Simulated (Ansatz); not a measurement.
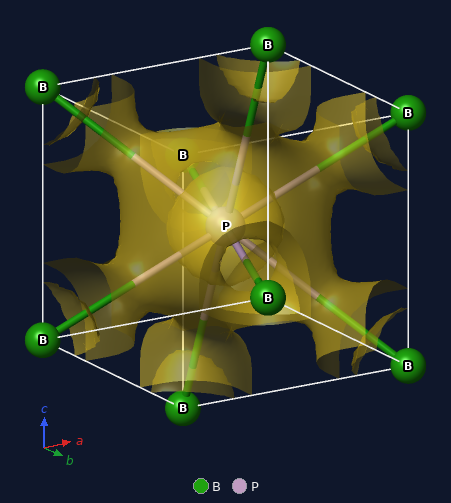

Figure. BP. Isosurface of the electron localisation function at 0.55 (yellow), seen at an oblique angle. Core shells and regions of very low density are left out. Sticks mark near contacts.

Space group Pm-3m; started from the CsCl prototype, which need not be the ambient phase.

Computed with DFT, r2SCAN, plane waves, PAW in Ansatz.

### Describe the localisation domains.

The ELF exceeds this value in one network that runs through the whole crystal, counted in one cell of 2 atoms. Regions shared between cells count once. Along the contacts the grid gives the following. B–P (2.35 Å): the ELF peaks at about 0.80 between the atoms.
